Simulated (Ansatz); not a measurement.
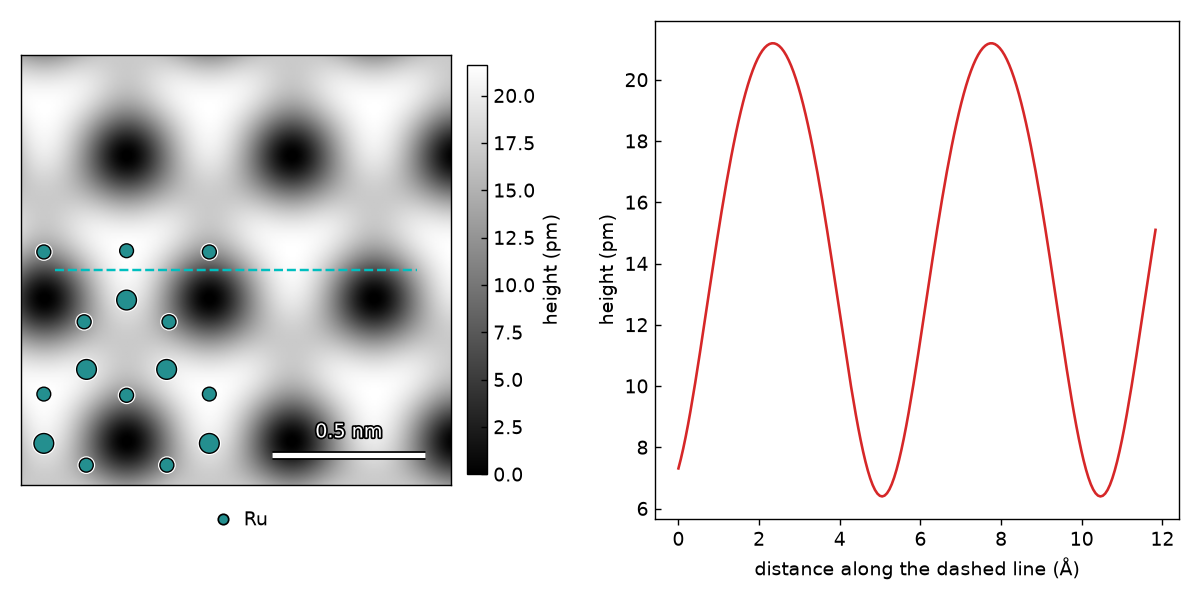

Constant-current image at a set point of 3.8 × 10⁻⁵ e/Å³ of Ru(111) (Fm-3m bulk, 4 atomic planes (those closer than 0.6 Å count as one), 6 Å) with one Ru vacancy in a 2 × 2 cell, sample bias +1.00 V. The atoms seen from above are drawn over one corner (deeper ones smaller). The right panel is the profile along the dashed line.

Tersoff–Hamann simulation (s-wave tip); biases are sample biases. Bias windows are sharp sums over the levels of the k mesh.

Theory: DFT PBE, scalar-relativistic, plane waves, PAW in Ansatz. Cutoff 420 eV, 12 × 12 k-points, Gaussian smearing 0.1 eV, dipole correction. The slab is a cut without reconstruction beyond its cell, at the source's lattice constants, with its lower half held fixed and the rest relaxed. The defects repeat every 5.4 Å and interact, so states at the Fermi level and the work function belong to this dense array. This isn't the element's usual hcp form. No spin polarisation. The run warns that the functional's potential is rough in the thin density of the vacuum, where the tip is; weak contrasts and barriers may feel it.

Which atoms or sites appear bright, which dark, and how strong is the contrast?

Answer. The brightest spots lie over the sites above the Ru atoms 2.1 Å below the top plane away from the vacancy; the darkest points are over the vacancy. The corrugation is 22 pm at a mean tip height of 4.5 Å.
